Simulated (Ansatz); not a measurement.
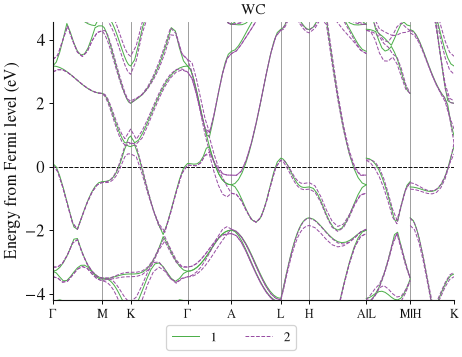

Band structures of WC, space group P-6m2 (No. 187), 2 atoms in the cell, by two methods on the same cell. Each is counted from its own Fermi level.

**Which curve is which? The methods: PBE, PBE+SOC.**

1 is PBE; 2 is PBE+SOC. PBE gives a metal and PBE+SOC gives a metal. Spin-orbit coupling splits levels that are degenerate without it.

Settings. PBE: DFT PBE, scalar-relativistic, plane waves, PAW, no spin polarisation, 24×24×20 k mesh, 420 eV cutoff, Gaussian smearing of 0.1 eV (Ansatz). PBE+SOC: DFT PBE, spin-orbit coupling, plane waves, PAW, 24×24×20 k mesh, 420 eV cutoff (Ansatz 0.2.0).
